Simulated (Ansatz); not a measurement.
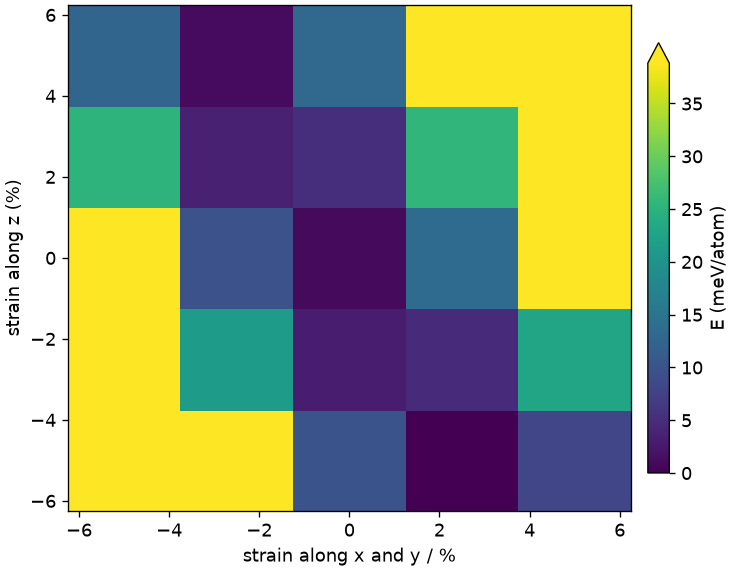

Energy landscape of Si (Fm-3m, No. 225; 1 atom in the cell). The cell is strained homogeneously, by one strain along x and y and another along z, with fractional coordinates fixed (x, y and z along the cube axes). The first coordinate is: strain along x and y; the second: strain along z. The grid has 5 × 5 points. Energies are in meV/atom, from the lowest grid point. These are results of DFT PBE+D3(BJ), scalar-relativistic, plane waves, PAW in Ansatz, not measurements. Settings: cutoff 420 eV, k-mesh 28×28×28, gaussian smearing 0.15 eV, no spin polarisation.

The picture shows one coloured cell a grid point, one colour for all values above the top of the scale. 

**Where are the wells?**

The lowest grid point is at strain along x and y = 2.5 %, strain along z = −5.0 %. It lies at the edge of the scanned range, so the true minimum may lie outside. The energy also falls towards the edge at strain along x and y = −2.5 %, strain along z = 5.0 % (1.1 meV/atom above the lowest), where a further well may lie outside the range. A higher local minimum lies near strain along x and y = 0.0 %, strain along z = 0.0 % (1.0 meV/atom above the lowest at that grid point). The highest grid point, strain along x and y = −5.0 %, strain along z = −5.0 %, lies 100 meV/atom above the lowest.

The values on the grid:

```csv
"strain along z ↓, strain along x and y →",−5.0,−2.5,0.0,2.5,5.0
5.0,13,1,13,42,85
2.5,25,3,5,25,62
0.0,43,10,1,13,41
−2.5,68,21,3,5,23
−5.0,100,41,10,0,8
```
